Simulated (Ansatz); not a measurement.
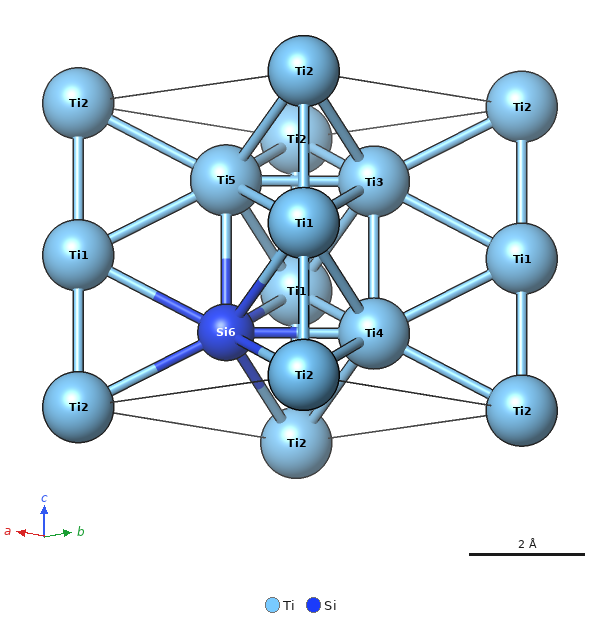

**Figure 1.** The structure as given in the input (ball-and-stick view of the cell of the calculation, set on other vectors, seen at an oblique angle; atoms are numbered from 1 in the order of the input). An atom can appear more than once, as a periodic image. Near neighbours in the periodic cell (some may lie outside the picture): Ti has 3 Si at 2.94 Å and 11 Ti at 2.76 to 2.94 Å; Ti has 11 Ti at 2.59 to 2.94 Å; Ti has 3 Si at 2.59 Å and 8 Ti at 2.76 to 2.94 Å; Ti has 2 Si at 2.76 Å and 9 Ti at 2.59 to 2.94 Å; Si has 11 Ti at 2.59 to 2.94 Å.

**From Ti5Si to Ti**

System: Ti5Si (P-6m2, 6 atoms in the cell).
Method of run 1: DFT PBEsol, scalar-relativistic, plane waves, PAW, no spin polarisation (Ansatz 0.2.0).
System of run 2: Ti (P6/mmm, 6 atoms in the cell).

On run 1: The structure derives from a Materials Project entry. On run 2: The structure derives from a Materials Project entry. It belongs to a series of runs on one base structure; here: 0 of 6 Ti sites taken by Si, cell and atoms relaxed. Text and figures count atoms from 1; the logs count them from 0 in places.

Input, run 1:
```yaml
crystal:
  lattice:
    - [2.2467004009, -3.8913992437, 0.0]
    - [-4.4934008018, 0.0, 0.0]
    - [0.0, 0.0, -5.5283403161]
  atoms:
    - { symbol: Ti, position: [0.0, 1.0, 0.5] }
    - { symbol: Ti, position: [0.0, 1.0, 0.0] }
    - { symbol: Ti, position: [0.3333333333, 0.6666666667, 0.25] }
    - { symbol: Ti, position: [0.3333333333, 0.6666666667, 0.75] }
    - { symbol: Ti, position: [0.6666666667, 0.3333333333, 0.25] }
    - { symbol: Si, position: [0.6666666667, 0.3333333333, 0.75] }
basis:
  ecutwfc: 420
kpoints:
  mp_grid: { grid: [12, 12, 8] }
hamiltonian:
  xc: pbesol
scf:
  occupations: { method: gaussian, width: 0.1 }
output:
  forces: true
  stress: true
  eigenvalues: true
relax:
  adjacent_minimum: "off"
  f_tol: 0.015
  max_steps: 60
  cell: { stress_tol: 0.15 }
```

Command:
```bash
ansatz run input.yaml --threads 1 --pin off --max-ram 2560MiB --backend cpu --events-out ev --progress --plain --runs-dir out
```

Hardware: 1 thread of Intel Xeon @ 2.50GHz (Skylake/Cascade Lake), 189 GiB of memory available, shared host.

Output, shortened to warnings, some set-up lines, iterations and results (run 1):
```
Basis set: ecut = 420 eV, 1873 PW (Γ), exchange–correlation on 64×64×80 points (8 copies of the dense FFT grid, shifted against one another)
Symmetry: 12 space group operations
k-points: 95 of 1152 (time reversal used)
Initial density: superposition of atomic densities (neutral atoms: chi_scale 0, normalization atom), corrected by the library's trained network
[...]
SCF iter   1: F=—  HF=-12992.280422 eV  |F-HF|=—  |Δ(HF+E_count)|=         —  Δρ=1.18e-2  dr2=2.47e-1  ethr=1.77e-3  ⟨swp⟩=6.7  Hψ=15377  notcnv=0
SCF iter   2: F=—  HF=-12992.255407 eV  |F-HF|=—  |Δ(HF+E_count)|=   2.50e-2  Δρ=4.85e-3  dr2=4.31e-2  ethr=3.86e-4  ⟨swp⟩=2.0  Hψ=4948  notcnv=0  defer=90
SCF iter   3: F=—  HF=-12992.249382 eV  |F-HF|=—  |Δ(HF+E_count)|=   6.02e-3  Δρ=9.49e-4  dr2=1.73e-3  ethr=6.73e-5  ⟨swp⟩=2.0  Hψ=4262  notcnv=0  defer=90
SCF iter   4: F=—  HF=-12992.248999 eV  |F-HF|=—  |Δ(HF+E_count)|=   3.83e-4  Δρ=1.77e-4  dr2=5.57e-5  ethr=2.70e-6  ⟨swp⟩=2.0  Hψ=4744  notcnv=0  defer=90
SCF iter   5: F=—  HF=-12992.248907 eV  |F-HF|=—  |Δ(HF+E_count)|=   9.22e-5  Δρ=5.11e-5  dr2=2.94e-6  ethr=8.70e-8  ⟨swp⟩=2.0  Hψ=4835  notcnv=0  defer=90
[... 25 lines ...]
SCF iter   6: F=-12992.281566 eV  HF=-12992.281566 eV  |F-HF|=3.64e-12  |Δ(HF+E_count)|=    0.00e0  Δρ=3.47e-8  dr2=1.15e-12  ethr=1.00e-12  ⟨swp⟩=1.0  Hψ=3705  notcnv=0
SCF iter   7: F=-12992.281566 eV  HF=-12992.281566 eV  |F-HF|=0.00e0  |Δ(HF+E_count)|=    0.00e0  Δρ=1.27e-8  dr2=1.22e-13  ethr=1.00e-12  ⟨swp⟩=1.0  Hψ=3705  notcnv=0
SCF iter   8: F=-12992.281566 eV  HF=-12992.281566 eV  |F-HF|=1.82e-12  |Δ(HF+E_count)|=  1.82e-12  Δρ=3.05e-9  dr2=6.24e-15  ethr=1.00e-12  ⟨swp⟩=1.1  Hψ=7871  notcnv=0
SCF 4 converged in 8 iterations: F = -12992.281566 eV  dr2 = 6.24e-15
relax step   4: F+E_penalty+E_count = -12992.28156570 eV  Δ(F+E_penalty+E_count) = +2.227e-4 eV  max|allowed force component| = 3.944e-3 eV/Å  Δτ_max = 0.0000 Å  P = -0.113 …
basis re-selected at this cell: Δ(F+E_penalty+E_count) = +2.227e-4 eV, ΔP = -0.000 GPa vs the last step (what re-selecting the basis moved, of the pressure what is left beyond the Pulay correction that the steps carried, after the strain that the cell walked since its last selection, with what the …
SCF converged after 8 iterations
Free energy (F): -12992.281566 eV
Harris-Foulkes:  -12992.281566 eV  (|F-HF|=1.82e-12)
Internal energy: -12992.252443 eV  (E = F + TS)
E sigma→0 (E₀):  -12992.267004 eV
Entropy (-TS):   -0.029122 eV (-4.854 meV/atom)
Fermi energy:    13.830603 eV
--- Per-component energies (eV) ---
  E_band       = -710.310856
  E_kinetic    = 1412.299443
  E_local      = -4237.349996  (includes V_loc(G=0)·N_el)
  E_nonlocal   = 73.667168
  E_hartree    = 1779.303409
  E_xc         = -542.103968
  E_vxc        = -659.618896  (∫ρ·V_xc dr)
  E_paw        = -5613.209074  (= ΣΔE_a)
  E_vpaw       = -857.915936  (= ΣTr[D̂ρ^β])
  E_aug_tail   = 0.000547  (compensation charges beyond the density's cutoff)
  E_ewald      = -5865.588454
  E_core_change = 0.728482  (= ΣΔE_core)
  E_smearing   = -0.029122  (= −TS)
  E_closure    = -0.000000  (closes the sum)
  Σ components = -12992.281566   (vs F -12992.281566, Δ=0.00e0)
--- Forces (eV/Å), atoms counted from 1 ---
  atom   1  Ti    -0.00000000    -0.00000000     0.00394402
  atom   2  Ti    -0.00000000    -0.00000000    -0.00394402
  atom   3  Ti     0.00000000     0.00000000     0.00000000
  atom   4  Ti    -0.00000000     0.00000000     0.00000000
  atom   5  Ti    -0.00000000     0.00000000    -0.00000000
  atom   6  Si     0.00000000     0.00000000     0.00000000
  max |Σ_I F_I| component: 8.86e-17 eV/Å
--- Stress (GPa, compression-positive) ---
       -0.143148      -0.000000       0.000000
       -0.000000      -0.143148       0.000000
        0.000000       0.000000      -0.053676
  P = ⅓ Tr σ = -0.1133 GPa (-1.133 kbar)
--- Relaxed structure (3 steps of the walk, 3 accepted, 1 SCFs on fresh bases) ---
  F+E_penalty+E_count = -12992.28156570 eV   max|allowed force component| = 3.944e-3 eV/Å   (the final SCF, on the basis selected at the relaxed cell)
[...]
```

The input of run 2 differs as follows (lines with − go, lines with + come):
```diff
-    - [2.2467004009, -3.8913992437, 0.0]
-    - [-4.4934008018, 0.0, 0.0]
-    - [0.0, 0.0, -5.5283403161]
+    - [2.2576450261, -3.9103558907, 0.0]
+    - [-4.5152900523, 0.0, 0.0]
+    - [0.0, 0.0, -5.5975872971]
-    - { symbol: Si, position: [0.6666666667, 0.3333333333, 0.75] }
+    - { symbol: Ti, position: [0.6666666667, 0.3333333333, 0.75] }
```

What does this change do to the results?

The total energies belong to different systems, so their difference says nothing on which is more stable or more accurate. The volume per atom goes from 15.70 to 16.47 Å³. The SCF takes 14 iterations over all geometry steps against 27. On the same kind of shared host run 2 took about 0.4 times as long.

Output, shortened to warnings, some set-up lines, iterations and results (run 2):
```
Basis set: ecut = 420 eV, 1897 PW (Γ), exchange–correlation on 64×64×80 points (8 copies of the dense FFT grid, shifted against one another)
Symmetry: 48 space group operations
k-points: 95 of 1152
Initial density: superposition of atomic densities (neutral atoms: chi_scale 0, normalization atom), corrected by the library's trained network
[...]
SCF iter   1: F=—  HF=-14843.524358 eV  |F-HF|=—  |Δ(HF+E_count)|=         —  Δρ=1.29e-2  dr2=1.83e-1  ethr=1.77e-3  ⟨swp⟩=5.9  Hψ=16105  notcnv=0
SCF iter   2: F=—  HF=-14843.487444 eV  |F-HF|=—  |Δ(HF+E_count)|=   3.69e-2  Δρ=5.68e-3  dr2=3.71e-2  ethr=2.54e-4  ⟨swp⟩=2.1  Hψ=6049  notcnv=0  defer=130
SCF iter   3: F=—  HF=-14843.478376 eV  |F-HF|=—  |Δ(HF+E_count)|=   9.07e-3  Δρ=1.00e-3  dr2=1.18e-3  ethr=5.16e-5  ⟨swp⟩=2.0  Hψ=5042  notcnv=0  defer=130
SCF iter   4: F=—  HF=-14843.478083 eV  |F-HF|=—  |Δ(HF+E_count)|=   2.93e-4  Δρ=2.30e-4  dr2=8.08e-5  ethr=1.64e-6  ⟨swp⟩=2.0  Hψ=5149  notcnv=0  defer=130
SCF iter   5: F=—  HF=-14843.477946 eV  |F-HF|=—  |Δ(HF+E_count)|=   1.37e-4  Δρ=5.38e-5  dr2=2.21e-6  ethr=1.12e-7  ⟨swp⟩=2.0  Hψ=5311  notcnv=0  defer=130
[...]
SCF 1 converged in 6 iterations: F = -14843.477946 eV  dr2 = 8.38e-8
[...]
SCF iter   6: F=-14843.477946 eV  HF=-14843.477946 eV  |F-HF|=1.82e-12  |Δ(HF+E_count)|=  1.82e-12  Δρ=1.01e-8  dr2=1.26e-13  ethr=1.00e-12  ⟨swp⟩=1.0  Hψ=4180  notcnv=0
SCF iter   7: F=-14843.477946 eV  HF=-14843.477946 eV  |F-HF|=0.00e0  |Δ(HF+E_count)|=  1.82e-12  Δρ=3.27e-9  dr2=1.09e-14  ethr=1.00e-12  ⟨swp⟩=1.0  Hψ=4180  notcnv=0
SCF iter   8: F=-14843.477946 eV  HF=-14843.477946 eV  |F-HF|=1.82e-12  |Δ(HF+E_count)|=  1.82e-12  Δρ=6.91e-10  dr2=3.16e-16  ethr=1.00e-12  ⟨swp⟩=1.0  Hψ=8789  notcnv=0
SCF 2 converged in 8 iterations: F = -14843.477946 eV  dr2 = 3.16e-16
relax step   2: F+E_penalty+E_count = -14843.47794625 eV  Δ(F+E_penalty+E_count) = -1.277e-8 eV  max|allowed force component| = 2.097e-16 eV/Å  Δτ_max = 0.0000 Å  P = -0.023 …
basis re-selected at this cell: Δ(F+E_penalty+E_count) = -1.277e-8 eV, ΔP = -0.000 GPa vs the last step (what re-selecting the basis moved, of the pressure what is left beyond the Pulay correction that the steps carried, after the strain that the cell walked since its last selection, with what the …
SCF converged after 8 iterations
Free energy (F): -14843.477946 eV
Harris-Foulkes:  -14843.477946 eV  (|F-HF|=1.82e-12)
Internal energy: -14843.450169 eV  (E = F + TS)
E sigma→0 (E₀):  -14843.464057 eV
Entropy (-TS):   -0.027778 eV (-4.630 meV/atom)
Fermi energy:    13.987355 eV
--- Per-component energies (eV) ---
  E_band       = -885.074339
  E_kinetic    = 1640.555237
  E_local      = -4724.215957  (includes V_loc(G=0)·N_el)
  E_nonlocal   = 57.155222
  E_hartree    = 1949.174571
  E_xc         = -582.341558
  E_vxc        = -731.895295  (∫ρ·V_xc dr)
  E_paw        = -6136.147603  (= ΣΔE_a)
  E_vpaw       = -1025.023377  (= ΣTr[D̂ρ^β])
  E_aug_tail   = 0.000691  (compensation charges beyond the density's cutoff)
  E_ewald      = -7048.467078
  E_core_change = 0.836306  (= ΣΔE_core)
  E_smearing   = -0.027778  (= −TS)
  E_closure    = 0.000000  (closes the sum)
  Σ components = -14843.477946   (vs F -14843.477946, Δ=0.00e0)
--- Forces (eV/Å), atoms counted from 1 ---
  atom   1  Ti    -0.00000000     0.00000000    -0.00000000
  atom   2  Ti    -0.00000000    -0.00000000    -0.00000000
  atom   3  Ti    -0.00000000    -0.00000000     0.00000000
  atom   4  Ti    -0.00000000    -0.00000000     0.00000000
  atom   5  Ti     0.00000000     0.00000000    -0.00000000
  atom   6  Ti     0.00000000     0.00000000    -0.00000000
  max |Σ_I F_I| component: 7.40e-17 eV/Å
--- Stress (GPa, compression-positive) ---
       -0.050488      -0.000000       0.000000
       -0.000000      -0.050488       0.000000
        0.000000       0.000000       0.031591
  P = ⅓ Tr σ = -0.0231 GPa (-0.231 kbar)
--- Relaxed structure (1 steps of the walk, 1 accepted, 1 SCFs on fresh bases) ---
  F+E_penalty+E_count = -14843.47794625 eV   max|allowed force component| = 2.097e-16 eV/Å   (the final SCF, on the basis selected at the relaxed cell)
  cell:  # Å, volume = 98.8332 Å³
    - [2.257645026111442, -3.910355890737917, 0.0]
    - [-4.515290052272884, 2.886748705929286e-11, 0.0]
    - [0.0, 0.0, -5.5975872971]
  atoms:
[...]
```

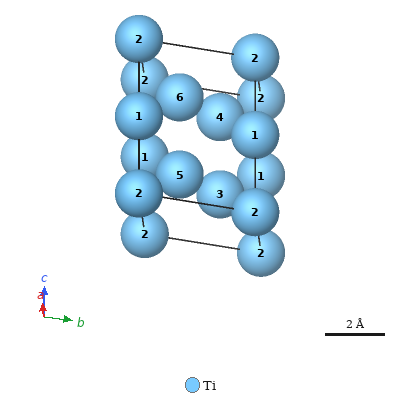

**Figure 2.** The input structure of run 2 (spheres-only view of the cell of the calculation, seen at an oblique angle; atoms are numbered from 1 in the order of the input). An atom can appear more than once, as a periodic image.

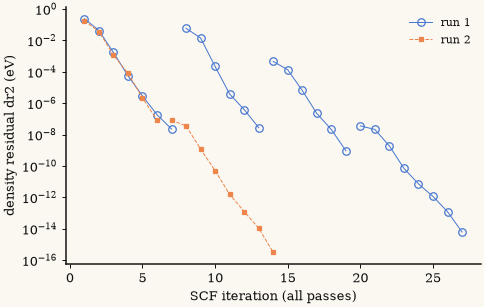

**Figure 3.** Convergence of the two runs: density residual dr2 against the SCF iteration. A break in a curve parts two SCF passes. Run 1 takes 27 iterations in all, and run 2 takes 14.

The two runs side by side:

```csv
quantity,run 1,run 2
outcome,converged,converged
free energy per atom (eV),−2165.3803,−2473.9130
"energy per atom, smearing taken to zero (eV)",−2165.3778,−2473.9107
gap on the mesh (eV),0.00,0.00
pressure (GPa),−0.11,−0.02
volume per atom (Å³),15.70,16.47
largest force (eV/Å),0.004,0.000
SCF iterations,27,14
irreducible k-points,95,95
wall time (shared host),3.8 min,92 s
```
